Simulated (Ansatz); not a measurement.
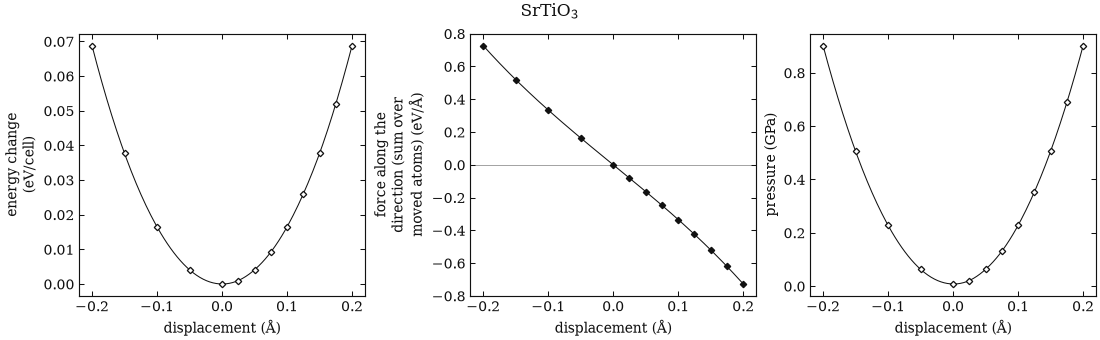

The picture above shows the energy change, force along the direction (sum over moved atoms) and pressure against displacement for SrTiO₃, space group Pm-3m (No. 221).

Cell as given: a = 3.936 Å, b = 3.936 Å, c = 3.936 Å, α = 90.00°, β = 90.00°, γ = 90.00°; 5 atoms.

How it was computed, with Ansatz 0.2.0: all atoms of one element of a crystal moved along a line, all else fixed, by plane-wave density functional theory with PAW datasets, free energies less that of the undisturbed cell, pressure positive in compression; scalar-relativistic. Level: PBE, no spin polarisation.

- wave cutoff: 420 eV
- k mesh: 8×8×8
- occupations: Gaussian
- smearing width: 0.05 eV
- k shift: (0, 0, 0) (mesh steps)
- start: relaxed
- moved element: Sr
- direction: (0, −0.7071, −0.7071) (Cartesian unit vector)

The points at displacement −0.15, −0.05, 0.1 and 0.2 follow from computed ones by symmetry.

The numbers behind the figure:

```tsv
displacement (Å)	energy change (eV/cell)	force along the direction (sum over moved atoms) (eV/Å)	pressure (GPa)
-0.200	0.0688	0.73	0.902
-0.150	0.0377	0.52	0.506
-0.100	0.0165	0.33	0.228
-0.050	0.0041	0.16	0.063
0.000	0.0000	0.00	0.008
0.025	0.0010	-0.08	0.021
0.050	0.0041	-0.16	0.063
0.075	0.0092	-0.25	0.131
0.100	0.0165	-0.33	0.228
0.125	0.0260	-0.42	0.353
0.150	0.0377	-0.52	0.506
0.175	0.0520	-0.62	0.689
0.200	0.0688	-0.73	0.902
```
